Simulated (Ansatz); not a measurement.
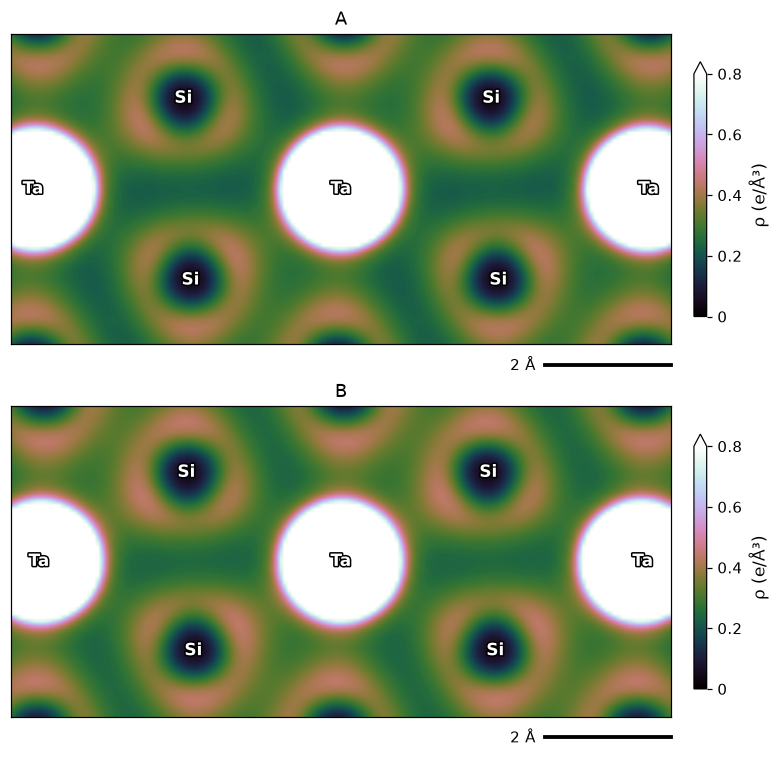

TaSi$_{2}$. The valence charge density (pseudo) of two cells that differ in size, on the (001) plane of each (indices in the axes of the calculation cell), at one length scale and on one colour scale; one has 14.5 and the other 15.3 Å³ an atom.

Method: Kohn-Sham DFT of a periodic cell, PBEsol, Ansatz PAW (Ansatz 0.2.0).

### Which is the denser cell? Describe the effect of the change.

Panel B is the smaller cell, by 6 % in volume. From the larger cell to the smaller, Ta–Si goes from 2.78 to 2.73 Å, and the density at its midpoint from 0.31 to 0.34 e/Å³; the pressure goes from −12 to −2.2 GPa.
